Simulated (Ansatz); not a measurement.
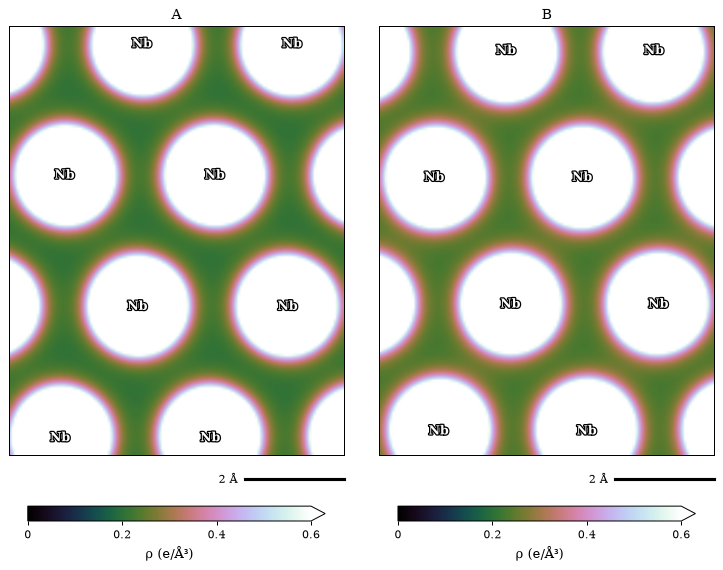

Nb. The valence charge density (pseudo) of two cells that differ in size and shape, on the (111) plane of each (indices in the axes of the calculation cell), at one length scale and on one colour scale; one has 18.6 and the other 20.1 Å³ an atom.

Space group I4/mmm; computed without spin polarisation.

These are results of Ansatz 0.2.0, DFT PBEsol, scalar-relativistic, plane waves, PAW, not measurements.

The larger cell:

```yaml
crystal:
  lattice:
    - [0.00000, 2.17845, 2.11500]
    - [2.17845, 0.00000, 2.11500]
    - [2.17845, 2.17845, 0.00000]
  atoms:
    - { symbol: Nb, position: [0.00000, 0.00000, 0.00000] }
```

The smaller cell: a = 2.991 Å, b = 2.991 Å, c = 2.946 Å, α = 60.50°, β = 60.50°, γ = 59.00°.

Q: Which is the denser cell? Describe the effect of the change.

A: Panel B is the smaller cell, by 7 % in volume. From the larger cell to the smaller, Nb–Nb goes from 3.04 to 2.95 Å, and the density at its midpoint from 0.23 to 0.26 e/Å³; the pressure goes from −15 to −4.7 GPa.
